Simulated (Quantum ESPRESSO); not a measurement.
## MgB2: geometry relaxation (part 2 of 2)

Continued. System: MgB2 (3 atoms in the cell). Method: Kohn-Sham DFT of a periodic cell, PBEsol, GBRV 1.5 PBEsol, no spin polarisation (Quantum ESPRESSO 7.5); cutoff 612.26 eV, 10×10×8 k-mesh, fermi-dirac of 0.05 eV. The structure derives from an entry of the Crystallography Open Database.

Geometry of the input (Å; fractional positions):
```
2.9616  0.0000  0.0000
-1.4808  2.5648  0.0000
0.0000  0.0000  3.5230
Mg 0.0000  0.0000  0.0000
B  0.6667  0.3333  0.5000
B  0.3333  0.6667  0.5000
```

Log, continued
```
          k = 0.0000 0.3301 0.4506 (   916 PWs)   bands (ev):

   -64.8481 -31.8336 -31.8171 -31.8040  -1.3262   3.3209   8.1568   9.4870
    15.0802  16.8292  18.5556  20.0511  21.3557  22.1730

          k = 0.0000 0.3301-0.6008 (   912 PWs)   bands (ev):

   -64.8480 -31.8335 -31.8170 -31.8052  -1.0718   2.7841   8.2458   9.5307
    14.7723  17.0532  20.0828  20.1025  21.8751  23.0538

          k = 0.0000 0.4952 0.0000 (   912 PWs)   bands (ev):

   -64.8464 -31.8535 -31.8223 -31.7941  -1.3648   5.5016   7.9776   8.4607
    12.5543  15.7950  16.0440  19.2661  22.3263  23.9665

          k = 0.0000 0.4952 0.1502 (   919 PWs)   bands (ev):

   -64.8463 -31.8534 -31.8222 -31.7953  -1.2422   5.5779   7.0951   8.4960
    13.6259  15.0209  16.2349  20.2521  22.3130  23.2466

          k = 0.0000 0.4952 0.3004 (   919 PWs)   bands (ev):

   -64.8462 -31.8531 -31.8219 -31.7980  -0.9034   5.5126   5.8660   8.5837
    13.5138  15.7251  17.0768  21.4897  21.6145  22.6243

          k = 0.0000 0.4952 0.4506 (   919 PWs)   bands (ev):

   -64.8462 -31.8528 -31.8217 -31.8008  -0.4687   4.3264   6.0577   8.6754
    12.5505  16.5229  19.3189  20.5372  21.1015  22.7126

          k = 0.0000 0.4952-0.6008 (   918 PWs)   bands (ev):

   -64.8461 -31.8527 -31.8216 -31.8019  -0.2388   3.8214   6.1685   8.7147
    12.1811  16.7736  20.2015  20.4348  21.2275  22.7628

          k = 0.0000 0.6602 0.0000 (   912 PWs)   bands (ev):

   -64.8448 -31.8691 -31.8260 -31.7917  -0.1057   3.4027   7.9447   9.0931
    13.5386  13.9860  15.3092  18.0837  23.3114  24.1797

          k = 0.0000 0.6602 0.1502 (   917 PWs)   bands (ev):

   -64.8448 -31.8690 -31.8259 -31.7928   0.0082   3.4956   7.9777   8.2576
    12.7942  14.6579  15.9447  19.0378  22.5236  22.8165

          k = 0.0000 0.6602 0.3004 (   920 PWs)   bands (ev):

   -64.8447 -31.8686 -31.8257 -31.7955   0.3207   3.7434   6.8198   8.0598
    11.3683  15.6764  17.7759  20.6787  21.0075  22.2041

          k = 0.0000 0.6602 0.4506 (   924 PWs)   bands (ev):

   -64.8446 -31.8683 -31.8254 -31.7982   0.7138   4.0388   5.6402   8.1455
    10.2847  16.2763  19.9887  20.0389  20.6970  23.8926

          k = 0.0000 0.6602-0.6008 (   926 PWs)   bands (ev):

   -64.8446 -31.8682 -31.8253 -31.7993   0.9163   4.1854   5.1582   8.1821
     9.8735  16.5547  19.7053  19.8057  22.1764  25.6191

          k = 0.0000-0.8253 0.0000 (   916 PWs)   bands (ev):

   -64.8442 -31.8751 -31.8274 -31.7908   1.2506   1.7576   7.7672   9.8240
    12.9235  14.1742  15.0246  17.4554  23.1008  24.2867

          k = 0.0000-0.8253 0.1502 (   914 PWs)   bands (ev):

   -64.8442 -31.8749 -31.8273 -31.7919   1.3541   1.8623   7.7995   9.0631
    11.7186  14.9194  16.1091  18.2970  22.3649  22.6132

          k = 0.0000-0.8253 0.3004 (   922 PWs)   bands (ev):

   -64.8441 -31.8746 -31.8271 -31.7945   1.6393   2.1407   7.7115   7.8797
    10.1583  15.6067  18.4241  20.0112  20.8381  21.9054

          k = 0.0000-0.8253 0.4506 (   930 PWs)   bands (ev):

   -64.8440 -31.8742 -31.8268 -31.7972   2.0014   2.4688   6.5938   7.9634
     9.0009  16.1840  19.8709  19.9584  21.0862  23.4343

          k = 0.0000-0.8253-0.6008 (   928 PWs)   bands (ev):

   -64.8440 -31.8741 -31.8267 -31.7983   2.1896   2.6254   6.1419   7.9991
     8.5614  16.4752  19.5384  19.5590  22.8454  25.4235

          k = 0.1429 0.2476 0.0000 (   916 PWs)   bands (ev):

   -64.8488 -31.8289 -31.8169 -31.7979  -2.4699   6.9104   8.4934   9.1656
    11.5942  17.1608  18.2133  18.8770  20.4570  24.8892

          k = 0.1429 0.2476 0.1502 (   914 PWs)   bands (ev):

   -64.8487 -31.8288 -31.8168 -31.7991  -2.3394   5.9801   8.5565   9.2293
    12.8082  17.2452  17.6718  18.7521  21.1118  23.2946

          k = 0.1429 0.2476 0.3004 (   907 PWs)   bands (ev):

   -64.8486 -31.8285 -31.8166 -31.8019  -1.9755   4.4136   8.7189   9.3502
    15.2318  16.6465  17.5004  18.8132  21.7457  22.0331

          k = 0.1429 0.2476 0.4506 (   920 PWs)   bands (ev):

   -64.8485 -31.8283 -31.8164 -31.8048  -1.4988   3.1147   8.8989   9.4699
    15.8500  17.2511  18.4490  18.9240  20.7210  22.6569

          k = 0.1429 0.2476-0.6008 (   918 PWs)   bands (ev):

   -64.8485 -31.8282 -31.8163 -31.8060  -1.2389   2.5713   8.9799   9.5209
    15.5527  17.5460  18.9759  19.8495  20.4127  22.8723

          k = 0.1429 0.4126 0.0000 (   917 PWs)   bands (ev):

   -64.8470 -31.8453 -31.8222 -31.7952  -1.7308   6.6230   7.6312   8.1021
    12.3212  16.8927  16.9463  18.9157  21.3518  23.0238

          k = 0.1429 0.4126 0.1502 (   919 PWs)   bands (ev):

   -64.8470 -31.8452 -31.8221 -31.7963  -1.6057   6.6229   6.7965   8.1680
    13.4990  15.8790  17.2028  19.5757  21.6860  21.8030

          k = 0.1429 0.4126 0.3004 (   919 PWs)   bands (ev):

   -64.8469 -31.8450 -31.8218 -31.7991  -1.2588   5.1859   6.9036   8.2902
    14.5431  15.8568  17.5686  20.0572  20.4090  22.7948

          k = 0.1429 0.4126 0.4506 (   918 PWs)   bands (ev):

   -64.8468 -31.8447 -31.8216 -31.8019  -0.8108   3.9311   7.1223   8.4168
    13.6050  17.3946  18.7445  19.4464  20.5593  23.5755

          k = 0.1429 0.4126-0.6008 (   922 PWs)   bands (ev):

   -64.8468 -31.8446 -31.8215 -31.8031  -0.5717   3.4129   7.2235   8.4719
    13.2511  17.6851  18.6338  20.6315  20.6983  24.4991

          k = 0.1429 0.5777 0.0000 (   923 PWs)   bands (ev):

   -64.8453 -31.8617 -31.8275 -31.7925  -0.6414   4.5227   7.3928   8.6581
    13.3123  14.8606  16.2313  18.6296  21.8833  23.0105

          k = 0.1429 0.5777 0.1502 (   915 PWs)   bands (ev):

   -64.8453 -31.8616 -31.8274 -31.7936  -0.5238   4.6080   7.4193   7.8214
    13.7209  14.5712  16.6862  19.4266  20.8866  23.1447

          k = 0.1429 0.5777 0.3004 (   923 PWs)   bands (ev):

   -64.8452 -31.8613 -31.8271 -31.7963  -0.2005   4.8324   6.3166   7.5790
    12.3790  16.4052  17.5194  19.2424  21.4635  23.2989

          k = 0.1429 0.5777 0.4506 (   924 PWs)   bands (ev):

   -64.8451 -31.8609 -31.8269 -31.7990   0.2094   5.0196   5.1965   7.7045
    11.3323  17.1409  18.0343  20.0727  22.6318  23.0986

          k = 0.1429 0.5777-0.6008 (   924 PWs)   bands (ev):

   -64.8450 -31.8608 -31.8268 -31.8001   0.4227   4.6146   5.2393   7.7614
    10.9364  17.5082  17.5519  21.6688  22.8745  22.8986

          k = 0.1429 0.7428 0.0000 (   921 PWs)   bands (ev):

   -64.8442 -31.8718 -31.8308 -31.7908   0.7615   2.5680   7.0328   9.7480
    13.1738  14.4402  15.4874  17.8858  21.3500  23.5742

          k = 0.1429 0.7428 0.1502 (   916 PWs)   bands (ev):

   -64.8442 -31.8716 -31.8307 -31.7919   0.8696   2.6659   7.0797   8.9537
    12.0780  15.4681  16.2976  18.4995  20.4499  24.1572

          k = 0.1429 0.7428 0.3004 (   926 PWs)   bands (ev):

   -64.8441 -31.8713 -31.8304 -31.7945   1.1648   2.9282   7.1929   7.5727
    10.5671  16.4234  18.1567  18.7220  20.9193  23.8161

          k = 0.1429 0.7428 0.4506 (   933 PWs)   bands (ev):

   -64.8440 -31.8710 -31.8302 -31.7972   1.5332   3.2421   6.4195   7.3389
     9.4338  16.8567  17.6852  20.9726  22.4883  23.7770

          k = 0.1429 0.7428-0.6008 (   928 PWs)   bands (ev):

   -64.8440 -31.8708 -31.8300 -31.7983   1.7209   3.3955   5.9608   7.3989
     8.9997  17.0188  17.3692  22.3643  22.8100  24.9725

          k = 0.2859 0.4952 0.0000 (   916 PWs)   bands (ev):

   -64.8455 -31.8568 -31.8301 -31.7927  -0.8217   5.4981   6.4473   8.5075
    13.2481  15.3080  17.7238  18.3479  21.0803  21.9243

          k = 0.2859 0.4952 0.1502 (   921 PWs)   bands (ev):

   -64.8455 -31.8567 -31.8300 -31.7939  -0.7030   5.5801   6.4913   7.6578
    14.3348  14.4122  18.2910  18.7207  20.0826  22.1959

          k = 0.2859 0.4952 0.3004 (   923 PWs)   bands (ev):

   -64.8454 -31.8564 -31.8298 -31.7966  -0.3759   5.7981   6.0812   6.7376
    12.9468  16.7386  17.7328  19.4286  19.9737  23.1228

          k = 0.2859 0.4952 0.4506 (   922 PWs)   bands (ev):

   -64.8453 -31.8560 -31.8295 -31.7993   0.0398   4.9138   6.0538   6.8522
    11.9205  16.8991  18.7099  20.1694  20.6393  24.3711

          k = 0.2859 0.4952-0.6008 (   912 PWs)   bands (ev):

   -64.8452 -31.8559 -31.8293 -31.8004   0.2569   4.4256   6.1752   6.9173
    11.5352  16.5673  19.0537  20.8395  21.5451  24.8583

          k = 0.2859 0.6602 0.0000 (   926 PWs)   bands (ev):

   -64.8442 -31.8648 -31.8378 -31.7908   0.4190   3.8074   5.6087   9.6387
    13.6125  14.3760  16.7907  18.8558  19.9457  22.6068

          k = 0.2859 0.6602 0.1502 (   922 PWs)   bands (ev):

   -64.8442 -31.8646 -31.8377 -31.7919   0.5294   3.8973   5.6745   8.8076
    12.6702  15.5179  17.6859  18.2658  19.9187  23.1192

          k = 0.2859 0.6602 0.3004 (   925 PWs)   bands (ev):

   -64.8441 -31.8643 -31.8374 -31.7945   0.8312   4.1376   5.8427   7.3838
    11.2468  16.6959  17.7646  19.2223  20.8550  23.5100

          k = 0.2859 0.6602 0.4506 (   925 PWs)   bands (ev):

   -64.8440 -31.8640 -31.8371 -31.7972   1.2081   4.4240   6.0058   6.2502
    10.1654  15.6932  19.2093  20.8868  22.1737  24.1842

          k = 0.2859 0.6602-0.6008 (   922 PWs)   bands (ev):

   -64.8440 -31.8639 -31.8370 -31.7983   1.4004   4.5641   5.7339   6.1412
     9.7519  15.3257  19.4434  22.4957  22.5781  24.6446

          k = 0.2859 0.8253 0.0000 (   936 PWs)   bands (ev):

   -64.8438 -31.8676 -31.8410 -31.7901   1.7302   2.2645   5.3915  10.4562
    12.5826  15.3654  15.8944  18.7944  19.5830  22.4983

          k = 0.2859 0.8253 0.1502 (   929 PWs)   bands (ev):

   -64.8437 -31.8675 -31.8409 -31.7911   1.8316   2.3640   5.4601   9.6700
    11.6167  16.4687  16.9739  17.8127  19.9031  23.5609

          k = 0.2859 0.8253 0.3004 (   926 PWs)   bands (ev):

   -64.8436 -31.8671 -31.8406 -31.7937   2.1101   2.6288   5.6385   8.3030
    10.1386  16.3332  18.5283  18.7766  20.9332  24.8299

          k = 0.2859 0.8253 0.4506 (   927 PWs)   bands (ev):

   -64.8435 -31.8668 -31.8403 -31.7964   2.4604   2.9407   5.8423   7.1888
     9.0049  15.2993  19.2320  21.4003  22.8569  25.0257

          k = 0.2859 0.8253-0.6008 (   932 PWs)   bands (ev):

   -64.8435 -31.8666 -31.8402 -31.7974   2.6404   3.0896   5.9389   6.7431
     8.5659  14.9243  19.4259  23.3014  24.2278  24.4487

          k = 0.4288 0.7428 0.0000 (   928 PWs)   bands (ev):

   -64.8436 -31.8614 -31.8495 -31.7898   1.7576   3.1619   4.0872  10.8221
    12.3261  15.4433  16.3580  18.9101  19.5521  22.9447

          k = 0.4288 0.7428 0.1502 (   933 PWs)   bands (ev):

   -64.8435 -31.8613 -31.8494 -31.7909   1.8594   3.2566   4.1656  10.0025
    11.4654  16.5584  17.2874  17.4904  20.7809  23.4217

          k = 0.4288 0.7428 0.3004 (   934 PWs)   bands (ev):

   -64.8435 -31.8609 -31.8490 -31.7935   2.1366   3.5134   4.3676   8.6087
    10.0667  15.6053  18.8536  19.6460  21.4695  23.6544

          k = 0.4288 0.7428 0.4506 (   928 PWs)   bands (ev):

   -64.8434 -31.8606 -31.8487 -31.7961   2.4789   3.8280   4.5930   7.4860
     8.9726  14.4670  21.1169  21.6810  22.0935  24.0588

          k = 0.4288 0.7428-0.6008 (   928 PWs)   bands (ev):

   -64.8433 -31.8604 -31.8486 -31.7971   2.6510   3.9845   4.6965   7.0392
     8.5470  14.0582  21.6247  22.5036  23.5272  24.4433

     the Fermi energy is     9.9590 ev

!    total energy              =    -137.85328521 Ry
     estimated scf accuracy    <          1.0E-11 Ry
     smearing contrib. (-TS)   =      -0.00034335 Ry
     internal energy E=F+TS    =    -137.85294187 Ry

     The total energy is F=E-TS. E is the sum of the following terms:
     one-electron contribution =     -85.61118699 Ry
     hartree contribution      =      46.36802878 Ry
     xc contribution           =     -22.74052847 Ry
     ewald contribution        =     -75.86925519 Ry

     convergence has been achieved in   9 iterations

     Forces acting on atoms (cartesian axes, Ry/au):

     atom    1 type  1   force =     0.00000000    0.00000000    0.00000000
     atom    2 type  2   force =     0.00000000    0.00000000   -0.00000000
     atom    3 type  2   force =     0.00000000    0.00000000    0.00000000

     Total force =     0.000000     Total SCF correction =     0.000000

     Computing stress (Cartesian axis) and pressure

          total   stress  (Ry/bohr**3)                   (kbar)     P=      126.71
   0.00128266  -0.00000000   0.00000000          188.69       -0.00        0.00
  -0.00000000   0.00128266   0.00000000           -0.00      188.69        0.00
   0.00000000   0.00000000   0.00001883            0.00        0.00        2.77

     BFGS Geometry Optimization
     Energy error            =      5.1E-52 Ry
     Gradient error          =      1.8E-26 Ry/Bohr

     bfgs converged in   1 scf cycles and   0 bfgs steps
     (criteria: energy <  1.0E-05 Ry, force <  4.0E-04 Ry/Bohr)

     End of BFGS Geometry Optimization

     Final energy             =    -137.8532852126 Ry
Begin final coordinates

ATOMIC_POSITIONS (crystal)
Mg               0.0000000000        0.0000000000        0.0000000000
B                0.6666666667        0.3333333333        0.5000000000
B                0.3333333333        0.6666666667        0.5000000000
End final coordinates

=------------------------------------------------------------------------------=
   JOB DONE.
=------------------------------------------------------------------------------=
```

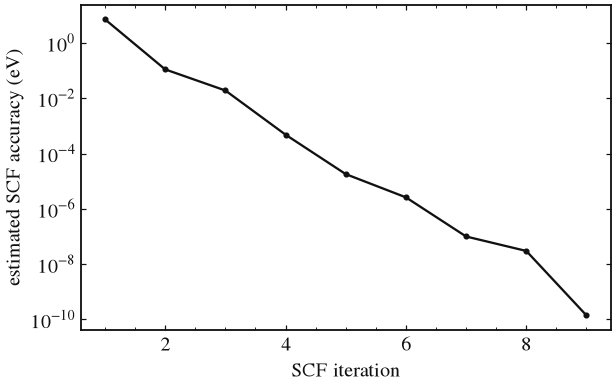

*Convergence of the self-consistent field: estimated SCF accuracy against the iteration.*

The field takes 9 iterations in all.

Key numbers

| quantity | value |
| --- | --- |
| outcome | converged |
| space group (tolerance 0.01 Å) | P6/mmm (191) |
| electrons treated | 16 |
| free energy | −1875.5895 eV |
| Fermi energy | 9.959 eV |
| gap on the k-point mesh | none (metallic) |
| pressure | 12.67 GPa |
| final volume | 26.76 Å³ |
| largest force (length of the vector) | under 0.001 eV/Å |
| hardware | 2 threads of Intel Xeon @ 2.50GHz (Skylake/Cascade Lake), 32 GiB of memory available, shared host |
| wall time | 9.5 s (CPU time 19 s) |
| peak memory | 0.2 GiB |
